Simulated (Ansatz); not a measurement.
## Run report: Ta16N17, geometry relaxation (part 1 of 3)

- system: Ta16N17 (slab, 33 atoms in the cell)
- method: DFT PBEsol, scalar-relativistic, plane waves, PAW, no spin polarisation (Ansatz 0.2.0)

The structure derives from an entry of the Crystallography Open Database. It belongs to a series of runs on one base structure; here: (1 1 1) slab, atoms relaxed. Figures and captions count atoms from 1; the log counts them from 0 in places.

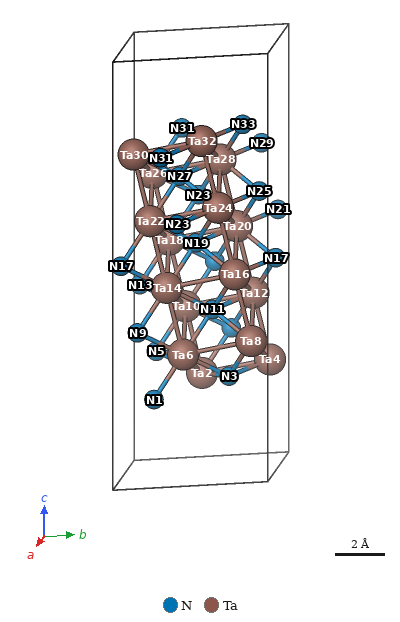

Figure 1. The structure as given in the input (ball-and-stick view of the cell of the calculation, with the vacuum cut short, seen slightly off an axis; atoms are numbered from 1 in the order of the input). An atom can appear more than once, as a periodic image.

### Input
```yaml
crystal:
  lattice:
    - [5.0047014653, 0.0, 0.0]
    - [-2.5023507326, 6.0362389485, 0.0]
    - [0.0, 0.0, 26.2219339554]
  atoms:
    - { symbol: "N", position: [0.7845060195, 0.2356787057, 0.2860200934] }
    - { symbol: Ta, position: [0.2356787057, 0.4713574114, 0.2993938376] }
    - { symbol: "N", position: [0.6868513919, 0.7070361171, 0.3127675818] }
    - { symbol: Ta, position: [0.4713574114, 0.9427148228, 0.3261413259] }
    - { symbol: "N", position: [0.2558634309, 0.1783935286, 0.3395150701] }
    - { symbol: Ta, position: [0.7070361171, 0.4140722343, 0.3528888142] }
    - { symbol: "N", position: [0.1582088033, 0.64975094, 0.3662625584] }
    - { symbol: Ta, position: [0.9427148228, 0.8854296457, 0.3796363026] }
    - { symbol: "N", position: [0.7272208424, 0.1211083514, 0.3930100467] }
    - { symbol: Ta, position: [0.1783935286, 0.3567870571, 0.4063837909] }
    - { symbol: "N", position: [0.6295662147, 0.5924657628, 0.419757535] }
    - { symbol: Ta, position: [0.4140722343, 0.8281444685, 0.4331312792] }
    - { symbol: "N", position: [0.1985782538, 0.0638231742, 0.4465050234] }
    - { symbol: Ta, position: [0.64975094, 0.29950188, 0.4598787675] }
    - { symbol: "N", position: [0.1009236262, 0.5351805857, 0.4732525117] }
    - { symbol: Ta, position: [0.8854296457, 0.7708592914, 0.4866262558] }
    - { symbol: "N", position: [0.6699356652, 0.0065379971, 0.5] }
    - { symbol: Ta, position: [0.1211083514, 0.2422167028, 0.5133737442] }
    - { symbol: "N", position: [0.5722810376, 0.4778954085, 0.5267474883] }
    - { symbol: Ta, position: [0.3567870571, 0.7135741142, 0.5401212325] }
    - { symbol: "N", position: [0.1412930766, 0.9492528199, 0.5534949766] }
    - { symbol: Ta, position: [0.5924657628, 0.1849315256, 0.5668687208] }
    - { symbol: "N", position: [0.043638449, 0.4206102314, 0.580242465] }
    - { symbol: Ta, position: [0.8281444685, 0.6562889371, 0.5936162091] }
    - { symbol: "N", position: [0.6126504881, 0.8919676428, 0.6069899533] }
    - { symbol: Ta, position: [0.0638231742, 0.1276463485, 0.6203636974] }
    - { symbol: "N", position: [0.5149958604, 0.3633250542, 0.6337374416] }
    - { symbol: Ta, position: [0.29950188, 0.5990037599, 0.6471111858] }
    - { symbol: "N", position: [0.0840078995, 0.8346824656, 0.6604849299] }
    - { symbol: Ta, position: [0.5351805857, 0.0703611713, 0.6738586741] }
    - { symbol: "N", position: [0.9863532719, 0.306039877, 0.6872324182] }
    - { symbol: Ta, position: [0.7708592914, 0.5417185828, 0.7006061624] }
    - { symbol: "N", position: [0.5553653109, 0.7773972885, 0.7139799066] }
basis:
  ecutwfc: 420
kpoints:
  mp_grid: { grid: [8, 6, 1] }
hamiltonian:
  xc: pbesol
scf:
  occupations: { method: gaussian, width: 0.1 }
output:
  forces: true
  eigenvalues: true
  write_density: true
  write_potential: true
  elf: true
  volumetric_format: npy
relax:
  adjacent_minimum: "off"
  f_tol: 0.02
  max_steps: 60
efield:
  axis: 3
  dipole_correction: true
  ramp_width: 0.04
```

Run on 4 threads of Intel Xeon (Granite Rapids), 32 GiB of memory available, shared host.

Command:
```bash
ansatz run input.yaml --threads 4 --pin off --max-ram 10240MiB --backend cpu --events-out ev --progress --plain --runs-dir out
```

### What the program printed
```
Engine: ansatz 0.2.0, x86_64-unknown-linux-gnu
Pseudopotentials: kind: paw
Pseudopotential: N, paw, valence charge 5, recommended cutoff 420 eV (normal), N.paw.azcp
Pseudopotential: Ta, paw, valence charge 13, recommended cutoff 420 eV (normal), Ta.paw.azcp
Functional definition: PBEsol
  exchange = pbesol_x
  correlation = pbesol_c
Crystal: 33 atoms, lattice volume = 792.153 Å³
Basis set: ecut = 420 eV, 15431 PW (Γ), exchange–correlation on 72×90×360 points (8 copies of the dense FFT grid, shifted against one another)
Bands: 180, of which v1, the nominal top of the filled ones, is band 147 counted from 1 (146 counted from 0)
Symmetry: 1 space group operations
k-points: 26 of 48 (time reversal used)
Non-local potential: N, projectors of the file, l = 0: 2, l = 1: 2, l = 2: 1
Non-local potential: Ta, projectors of the file, l = 0: 3, l = 1: 2, l = 2: 2, l = 3: 1
PAW form: soft (Blöchl's): semilocal exchange-correlation on the pseudo side does not see the compensation charge
PAW frozen core: N, regenerated for the run's functional, and the local potential with it (the file was generated under x = pbe(κ = 0.804, μ = 0.2195149727645171), c = pbe(β = 0.06672455060314922))
PAW frozen core: Ta, regenerated for the run's functional, and the local potential with it (the file was generated under x = pbe(κ = 0.804, μ = 0.2195149727645171), c = pbe(β = 0.06672455060314922))
PAW one-centre angular grid: N, 110 points (default); XC on 64 Gauss nodes
PAW one-centre angular grid: Ta, 590 points (default); XC on 64 Gauss nodes
Initial density: superposition of atomic densities (neutral atoms: chi_scale 0, normalization atom), corrected by the library's trained network
Initial wavefunctions: pseudopotential atomic-orbital guess
Functional: x = pbesol(κ = 0.804, μ = 0.12345679012345678), c = pbesol(β = 0.046)
SCF iter   1: F=—  HF=-163362.702694 eV  |F-HF|=—  |Δ(HF+E_count)|=         —  Δρ=1.35e-2  dr2=7.98e0  ethr=1.77e-3  p=0.000 e·Å  D=1.66e-11 V/Å  ΔV_dip=-0.00 eV  dr2_dipole=8.60e-6  V_vac-E_F(+/−)=4.66/4.66 eV  ⟨swp⟩=7.5  Hψ=23347  notcnv=0  defer=65
efield: sawtooth ramp at fractional position 0.9800 (placed from the atoms, in the widest stretch of the axis that holds none; the zero of the levels goes with the place), width 0.0400; the density the first Hamiltonian is built on has a dipole p = 0.000 e·Å; the dipole correction subtracts the counter field D = 1.66e-11 V/Å, which shifts the + side's vacuum level by -0.00 eV against the − side's; the planar-averaged density in the ramp window peaks in size at 1.0e-5 e/Å³
preconditioner: auto → LDOS  [metal: Δε(μ)=0.005 eV  Ē_g=8.635 eV  σ=0.100 eV  W_gap=0.03  n_scr=166 (ndim 8)  ℏωp=16.9 eV  f_vac=0.494  D(μ)=13.20/eV (n_scr^D=72)  β→1.0]
SCF iter   2: F=—  HF=-163362.465803 eV  |F-HF|=—  |Δ(HF+E_count)|=   2.37e-1  Δρ=1.25e-2  dr2=1.69e0  ethr=1.77e-3  p=-0.002 e·Å  D=-4.92e-4 V/Å  ΔV_dip=0.01 eV  dr2_dipole=4.19e-3  V_vac-E_F(+/−)=4.18/4.17 eV  ⟨swp⟩=2.9  Hψ=7672  notcnv=0  defer=638
SCF iter   3: F=—  HF=-163362.195733 eV  |F-HF|=—  |Δ(HF+E_count)|=   2.70e-1  Δρ=3.19e-3  dr2=1.62e-1  ethr=5.76e-4  p=-0.000 e·Å  D=-6.14e-5 V/Å  ΔV_dip=0.00 eV  dr2_dipole=2.42e-4  V_vac-E_F(+/−)=4.33/4.33 eV  ⟨swp⟩=2.1  Hψ=6423  notcnv=0  defer=638
SCF iter   4: F=—  HF=-163362.168966 eV  |F-HF|=—  |Δ(HF+E_count)|=   2.68e-2  Δρ=5.79e-4  dr2=1.95e-2  ethr=5.53e-5  p=-0.000 e·Å  D=-4.24e-5 V/Å  ΔV_dip=0.00 eV  dr2_dipole=9.29e-5  V_vac-E_F(+/−)=4.27/4.27 eV  ⟨swp⟩=2.8  Hψ=7133  notcnv=0  defer=633
SCF iter   5: F=—  HF=-163362.168728 eV  |F-HF|=—  |Δ(HF+E_count)|=   2.38e-4  Δρ=2.47e-4  dr2=7.15e-4  ethr=6.66e-6  p=-0.000 e·Å  D=-1.37e-5 V/Å  ΔV_dip=0.00 eV  dr2_dipole=8.92e-6  V_vac-E_F(+/−)=4.25/4.25 eV  ⟨swp⟩=2.0  Hψ=5222  notcnv=0  defer=633
SCF iter   6: F=—  HF=-163362.168863 eV  |F-HF|=—  |Δ(HF+E_count)|=   1.35e-4  Δρ=9.23e-5  dr2=1.26e-4  ethr=2.44e-7  p=0.000 e·Å  D=2.56e-6 V/Å  ΔV_dip=-0.00 eV  dr2_dipole=1.88e-6  V_vac-E_F(+/−)=4.24/4.24 eV  ⟨swp⟩=2.4  Hψ=7137  notcnv=0  defer=633
SCF iter   7: F=—  HF=-163362.168897 eV  |F-HF|=—  |Δ(HF+E_count)|=   3.40e-5  Δρ=4.36e-5  dr2=3.49e-5  ethr=4.31e-8  p=0.000 e·Å  D=7.55e-6 V/Å  ΔV_dip=-0.00 eV  dr2_dipole=4.82e-8  V_vac-E_F(+/−)=4.24/4.24 eV  ⟨swp⟩=2.5  Hψ=6524  notcnv=0  defer=633
SCF iter   8: F=-163362.168902 eV  HF=-163362.168903 eV  |F-HF|=1.72e-6  |Δ(HF+E_count)|=   6.58e-6  Δρ=2.27e-5  dr2=7.08e-6  ethr=3.41e-9  p=0.000 e·Å  D=7.64e-6 V/Å  ΔV_dip=-0.00 eV  dr2_dipole=1.59e-8  V_vac-E_F(+/−)=4.23/4.23 eV  ⟨swp⟩=29.7  Hψ=59509  notcnv=0
SCF 1 converged in 8 iterations: F = -163362.168902 eV  dr2 = 7.08e-6
  Residual-converged pass: ⟨swp⟩=1.1  Hψ=4786  notcnv=0  max |occ|·‖R‖ = 7.0e-9 eV (tolerance 1.0e-8 eV)  dr2=7.08e-6  dr2_onsite=1.04e-7  max |Δocc| = 4.4e-11
  greatest PAW one-centre occupation: 1.000 electrons in one spin orbital (limit 2), on the Ta atom at site 21 (counted from 0), in its partial waves of l = 0
relax step   1: F+E_penalty+E_count = -163362.16890176 eV  Δ(F+E_penalty+E_count) = +0.000e0 eV  max|allowed force component| = 2.473e0 eV/Å  Δτ_max = 0.0000 Å  (8 SCF iters, dr2 threshold 1.00e-5 eV, accepted)
Initial density: handed on by an earlier stage of this run
Initial wavefunctions: those handed on with the density
iter 1 solved again at ethr=1.00e-3 eV; its pass at ethr=3.10e-3 eV (dr2=2.93e0 eV) is discarded
SCF iter   1: F=—  HF=-163365.446759 eV  |F-HF|=—  |Δ(HF+E_count)|=         —  Δρ=1.41e-2  dr2=3.04e0  ethr=1.00e-3  p=0.000 e·Å  D=7.64e-6 V/Å  ΔV_dip=-0.00 eV  dr2_dipole=1.52e-4  V_vac-E_F(+/−)=4.22/4.22 eV  ⟨swp⟩=2.0  Hψ=16559  notcnv=0  defer=618
efield: sawtooth ramp at fractional position 0.9800 (handed on by an earlier solve), width 0.0400; the density the first Hamiltonian is built on has a dipole p = 0.000 e·Å; the dipole correction subtracts the counter field D = 7.64e-6 V/Å, which shifts the + side's vacuum level by -0.00 eV against the − side's; the planar-averaged density in the ramp window peaks in size at 2.0e-6 e/Å³
preconditioner: auto → LDOS  [metal: Δε(μ)=0.009 eV  Ē_g=8.882 eV  σ=0.100 eV  W_gap=0.05  n_scr=166 (ndim 8)  ℏωp=16.9 eV  f_vac=0.502  D(μ)=10.07/eV (n_scr^D=50)  β→1.0]
SCF iter   2: F=—  HF=-163365.229072 eV  |F-HF|=—  |Δ(HF+E_count)|=   2.18e-1  Δρ=1.03e-2  dr2=1.66e0  ethr=1.00e-3  p=0.000 e·Å  D=4.78e-6 V/Å  ΔV_dip=-0.00 eV  dr2_dipole=6.48e-5  V_vac-E_F(+/−)=3.60/3.60 eV  ⟨swp⟩=4.3  Hψ=8483  notcnv=0  defer=618
SCF iter   3: F=—  HF=-163364.890597 eV  |F-HF|=—  |Δ(HF+E_count)|=   3.38e-1  Δρ=1.71e-3  dr2=4.70e-2  ethr=5.66e-4  p=0.001 e·Å  D=1.39e-4 V/Å  ΔV_dip=-0.00 eV  dr2_dipole=8.18e-6  V_vac-E_F(+/−)=3.90/3.90 eV  ⟨swp⟩=2.8  Hψ=7463  notcnv=0  defer=626
SCF iter   4: F=—  HF=-163364.888791 eV  |F-HF|=—  |Δ(HF+E_count)|=   1.81e-3  Δρ=5.63e-4  dr2=7.03e-3  ethr=1.60e-5  p=0.001 e·Å  D=1.31e-4 V/Å  ΔV_dip=-0.00 eV  dr2_dipole=2.31e-8  V_vac-E_F(+/−)=3.88/3.88 eV  ⟨swp⟩=3.0  Hψ=7891  notcnv=0  defer=626
SCF iter   5: F=—  HF=-163364.888987 eV  |F-HF|=—  |Δ(HF+E_count)|=   1.95e-4  Δρ=2.32e-4  dr2=7.77e-4  ethr=2.40e-6  p=0.001 e·Å  D=1.37e-4 V/Å  ΔV_dip=-0.00 eV  dr2_dipole=3.51e-7  V_vac-E_F(+/−)=3.88/3.88 eV  ⟨swp⟩=2.5  Hψ=7023  notcnv=0  defer=626
SCF iter   6: F=—  HF=-163364.889058 eV  |F-HF|=—  |Δ(HF+E_count)|=   7.13e-5  Δρ=1.09e-4  dr2=1.34e-4  ethr=2.65e-7  p=0.001 e·Å  D=1.30e-4 V/Å  ΔV_dip=-0.00 eV  dr2_dipole=2.97e-7  V_vac-E_F(+/−)=3.88/3.89 eV  ⟨swp⟩=2.6  Hψ=7488  notcnv=0  defer=626
SCF iter   7: F=-163364.889076 eV  HF=-163364.889079 eV  |F-HF|=2.25e-6  |Δ(HF+E_count)|=   2.08e-5  Δρ=3.48e-5  dr2=1.71e-5  ethr=3.41e-8  p=0.001 e·Å  D=1.25e-4 V/Å  ΔV_dip=-0.00 eV  dr2_dipole=6.75e-9  V_vac-E_F(+/−)=3.88/3.89 eV  ⟨swp⟩=28.3  Hψ=59981  notcnv=0
SCF 2 converged in 7 iterations: F = -163364.889076 eV  dr2 = 1.71e-5
[... from here on the iterations of each SCF are left out, up to the last one ...]
relax step   2: F+E_penalty+E_count = -163364.88907643 eV  Δ(F+E_penalty+E_count) = -2.720e0 eV  max|allowed force component| = 1.392e0 eV/Å  Δτ_max = 0.1947 Å  (7 SCF iters, dr2 threshold 1.00e-4 eV, accepted)
efield: sawtooth ramp at fractional position 0.9800 (handed on by an earlier solve), width 0.0400; the density the first Hamiltonian is built on has a dipole p = 0.001 e·Å; the dipole correction subtracts the counter field D = 1.25e-4 V/Å, which shifts the + side's vacuum level by -0.00 eV against the − side's; the planar-averaged density in the ramp window peaks in size at 5.1e-6 e/Å³
preconditioner: auto → LDOS  [metal: Δε(μ)=0.041 eV  Ē_g=8.981 eV  σ=0.100 eV  W_gap=0.22  n_scr=166 (ndim 8)  ℏωp=16.9 eV  f_vac=0.509  D(μ)=10.15/eV (n_scr^D=50)  β→1.0]
SCF 3 converged in 6 iterations: F = -163365.217351 eV  dr2 = 2.84e-5
relax step   3: F+E_penalty+E_count = -163365.21735073 eV  Δ(F+E_penalty+E_count) = -3.283e-1 eV  max|allowed force component| = 3.883e-1 eV/Å  Δτ_max = 0.1018 Å  (6 SCF iters, dr2 threshold 1.00e-4 eV, accepted)
efield: sawtooth ramp at fractional position 0.9800 (handed on by an earlier solve), width 0.0400; the density the first Hamiltonian is built on has a dipole p = 0.000 e·Å; the dipole correction subtracts the counter field D = 9.27e-5 V/Å, which shifts the + side's vacuum level by -0.00 eV against the − side's; the planar-averaged density in the ramp window peaks in size at 4.4e-6 e/Å³
preconditioner: auto → LDOS  [metal: Δε(μ)=0.005 eV  Ē_g=8.900 eV  σ=0.100 eV  W_gap=0.03  n_scr=166 (ndim 8)  ℏωp=16.9 eV  f_vac=0.504  D(μ)=10.60/eV (n_scr^D=58)  β→1.0]
SCF 4 converged in 6 iterations: F = -163365.249860 eV  dr2 = 9.74e-6
relax step   4: F+E_penalty+E_count = -163365.24986008 eV  Δ(F+E_penalty+E_count) = -3.251e-2 eV  max|allowed force component| = 3.168e-1 eV/Å  Δτ_max = 0.0778 Å  (6 SCF iters, dr2 threshold 1.17e-5 eV, accepted)
efield: sawtooth ramp at fractional position 0.9800 (handed on by an earlier solve), width 0.0400; the density the first Hamiltonian is built on has a dipole p = -0.001 e·Å; the dipole correction subtracts the counter field D = -1.61e-4 V/Å, which shifts the + side's vacuum level by +0.00 eV against the − side's; the planar-averaged density in the ramp window peaks in size at 5.1e-6 e/Å³
preconditioner: auto → LDOS  [metal: Δε(μ)=0.023 eV  Ē_g=8.901 eV  σ=0.100 eV  W_gap=0.13  n_scr=166 (ndim 8)  ℏωp=16.9 eV  f_vac=0.505  D(μ)=9.74/eV (n_scr^D=50)  β→1.0]
SCF 5 converged in 6 iterations: F = -163365.311091 eV  dr2 = 2.81e-6
  Residual-converged pass: ⟨swp⟩=1.0  Hψ=4784  notcnv=0  max |occ|·‖R‖ = 7.0e-9 eV (tolerance 1.0e-8 eV)  dr2=2.81e-6  dr2_onsite=4.62e-8  max |Δocc| = 4.7e-11
relax step   5: F+E_penalty+E_count = -163365.31109055 eV  Δ(F+E_penalty+E_count) = -6.123e-2 eV  max|allowed force component| = 9.795e-2 eV/Å  Δτ_max = 0.0508 Å  (6 SCF iters, dr2 threshold 7.80e-6 eV, accepted)
efield: sawtooth ramp at fractional position 0.9800 (handed on by an earlier solve), width 0.0400; the density the first Hamiltonian is built on has a dipole p = -0.000 e·Å; the dipole correction subtracts the counter field D = -8.78e-5 V/Å, which shifts the + side's vacuum level by +0.00 eV against the − side's; the planar-averaged density in the ramp window peaks in size at 4.8e-6 e/Å³
preconditioner: auto → LDOS  [metal: Δε(μ)=0.023 eV  Ē_g=8.911 eV  σ=0.100 eV  W_gap=0.13  n_scr=166 (ndim 8)  ℏωp=16.9 eV  f_vac=0.505  D(μ)=9.92/eV (n_scr^D=50)  β→1.0]
SCF 6 converged in 6 iterations: F = -163365.317040 eV  dr2 = 5.31e-7
relax step   6: F+E_penalty+E_count = -163365.31703972 eV  Δ(F+E_penalty+E_count) = -5.949e-3 eV  max|allowed force component| = 4.175e-2 eV/Å  Δτ_max = 0.0142 Å  (6 SCF iters, dr2 threshold 9.18e-7 eV, accepted)
SCF iter   1: F=—  HF=-163365.317844 eV  |F-HF|=—  |Δ(HF+E_count)|=         —  Δρ=2.82e-4  dr2=6.87e-4  ethr=5.49e-6  p=-0.000 e·Å  D=-8.53e-5 V/Å  ΔV_dip=0.00 eV  dr2_dipole=5.56e-10  V_vac-E_F(+/−)=3.85/3.85 eV  ⟨swp⟩=2.0  Hψ=7406  notcnv=0
efield: sawtooth ramp at fractional position 0.9800 (handed on by an earlier solve), width 0.0400; the density the first Hamiltonian is built on has a dipole p = -0.000 e·Å; the dipole correction subtracts the counter field D = -8.53e-5 V/Å, which shifts the + side's vacuum level by +0.00 eV against the − side's; the planar-averaged density in the ramp window peaks in size at 4.9e-6 e/Å³
preconditioner: auto → LDOS  [metal: Δε(μ)=0.021 eV  Ē_g=8.908 eV  σ=0.100 eV  W_gap=0.12  n_scr=166 (ndim 8)  ℏωp=16.9 eV  f_vac=0.505  D(μ)=9.95/eV (n_scr^D=50)  β→1.0]
SCF iter   2: F=—  HF=-163365.317689 eV  |F-HF|=—  |Δ(HF+E_count)|=   1.55e-4  Δρ=1.48e-4  dr2=2.58e-4  ethr=2.34e-7  p=-0.000 e·Å  D=-8.38e-5 V/Å  ΔV_dip=0.00 eV  dr2_dipole=9.95e-11  V_vac-E_F(+/−)=3.85/3.85 eV  ⟨swp⟩=3.0  Hψ=9278  notcnv=0
SCF iter   3: F=—  HF=-163365.317620 eV  |F-HF|=—  |Δ(HF+E_count)|=   6.90e-5  Δρ=2.94e-5  dr2=8.92e-6  ethr=8.79e-8  p=-0.000 e·Å  D=-8.54e-5 V/Å  ΔV_dip=0.00 eV  dr2_dipole=4.16e-9  V_vac-E_F(+/−)=3.85/3.85 eV  ⟨swp⟩=2.0  Hψ=6188  notcnv=0
SCF iter   4: F=—  HF=-163365.317658 eV  |F-HF|=—  |Δ(HF+E_count)|=   3.86e-5  Δρ=9.08e-6  dr2=7.95e-7  ethr=3.04e-9  p=-0.000 e·Å  D=-8.59e-5 V/Å  ΔV_dip=0.00 eV  dr2_dipole=7.23e-10  V_vac-E_F(+/−)=3.85/3.85 eV  ⟨swp⟩=3.0  Hψ=8048  notcnv=0
SCF iter   5: F=-163365.317659 eV  HF=-163365.317659 eV  |F-HF|=7.27e-8  |Δ(HF+E_count)|=   2.45e-7  Δρ=2.63e-6  dr2=7.20e-8  ethr=3.41e-11  p=-0.000 e·Å  D=-8.61e-5 V/Å  ΔV_dip=0.00 eV  dr2_dipole=1.79e-10  V_vac-E_F(+/−)=3.85/3.85 eV  ⟨swp⟩=19.4  Hψ=45533  notcnv=0
SCF 7 converged in 5 iterations: F = -163365.317659 eV  dr2 = 7.20e-8
relax step   7: F+E_penalty+E_count = -163365.31765859 eV  Δ(F+E_penalty+E_count) = -6.189e-4 eV  max|allowed force component| = 1.758e-2 eV/Å  Δτ_max = 0.0033 Å  (5 SCF iters, accepted)
```

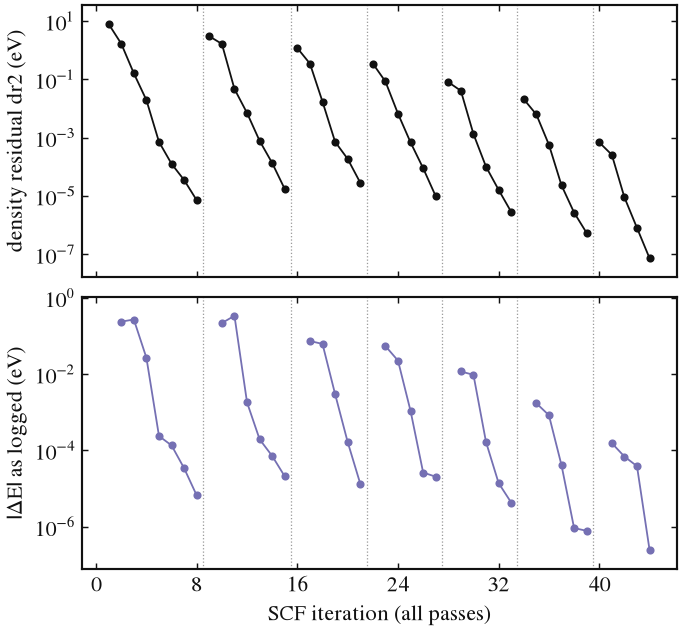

Figure 2. Convergence of the self-consistent field: density residual dr2 and size of the energy change against the SCF iteration. The dotted lines part the SCF passes of the relaxation: geometry steps, rejected trials and re-solves on a re-selected basis. The 7 passes take 5 to 8 iterations each, 44 in all.

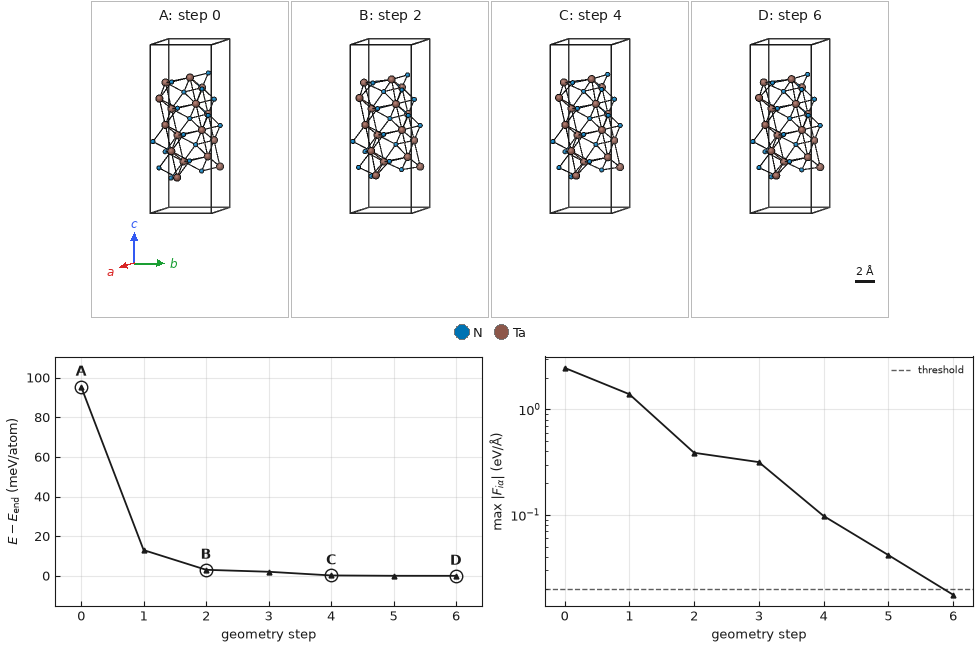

Figure 3. Frames of the relaxation (ball-and-stick view of the cell of the calculation, with the vacuum cut short (origin shifted), seen slightly off an axis) above the curves, on which the letters mark them (the first geometry is step 0 here and step 1 in the log).
